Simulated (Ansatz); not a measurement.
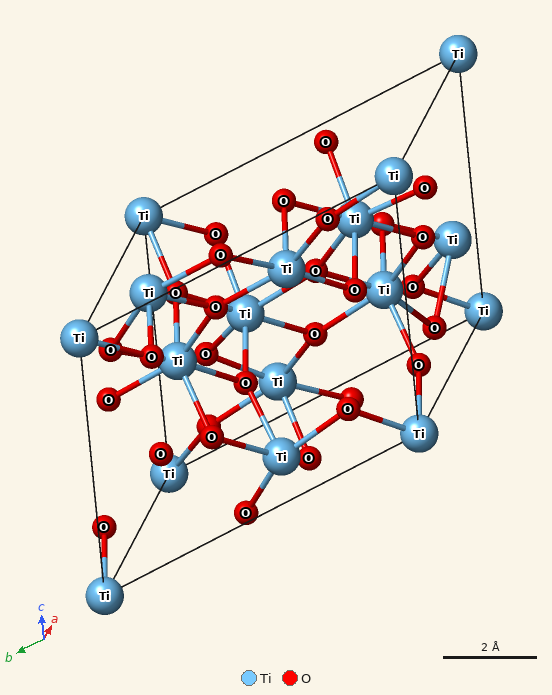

Drawn in the ball-and-stick manner and seen from a general direction. The wireframe shows the simulation cell. Cell: a = 7.720 Å, b = 7.720 Å, c = 7.720 Å, α = 102.18°, β = 113.24°, γ = 113.24°.

The material is Ti₁₀O₂₁. The cell has 31 atoms, namely 10 Ti, 21 O. The bonds build a three-dimensional framework.

Starting structure: a structure listed in the Materials Project, repeated into a supercell with a point defect put in. The atoms were relaxed in a fixed cell with DFT PBE, scalar-relativistic, plane waves, PAW in Ansatz 0.2.0.
